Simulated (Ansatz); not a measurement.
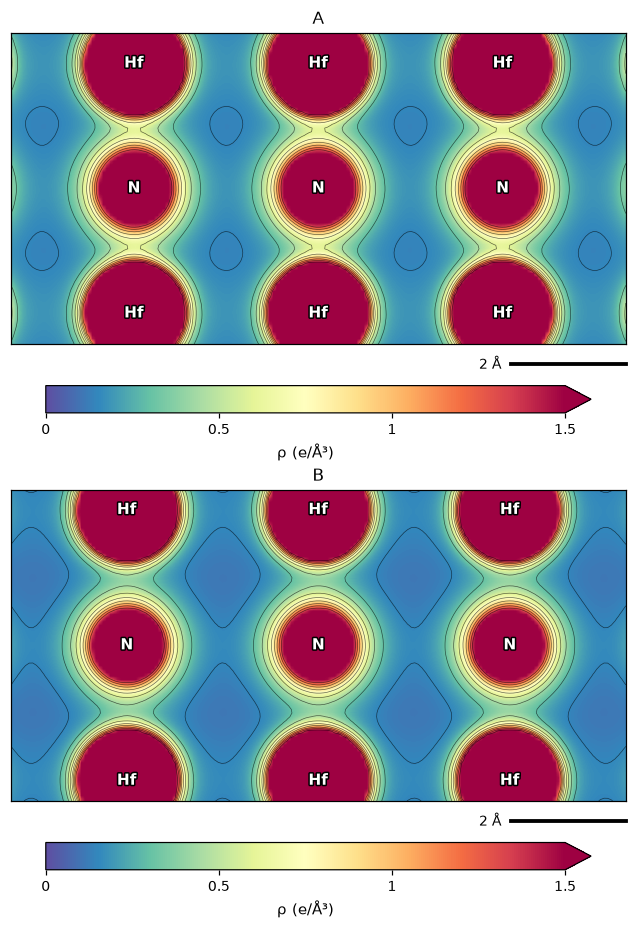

HfN. The valence electron density of two cells that differ in size and shape, on the (101̄) plane of each (indices in the axes of the calculation cell), at one length scale and on one colour scale; one has 11.0 and the other 13.0 Å³ an atom.

Method: DFT PBE, scalar-relativistic, plane waves, PAW in Ansatz.

The larger cell:

```
Hf N
1.0
     0.00000    2.34936    2.34936
     2.34936    0.00000    2.34936
     2.34936    2.34936    0.00000
Hf N
1 1
Direct
  0.00000 0.00000 0.00000
  0.50000 0.50000 0.50000
```

The smaller cell: a = 3.197 Å, b = 3.197 Å, c = 3.067 Å, α = 61.34°, β = 61.34°, γ = 57.32°.

Q: Which panel shows the smaller cell, and what does the compression change?

A: Panel A is the smaller cell, by 15 % in volume. From the larger cell to the smaller, Hf–N goes from 2.35 to 2.17 Å, and the density at its midpoint from 0.42 to 0.64 e/Å³; the pressure goes from −21 to 23 GPa.
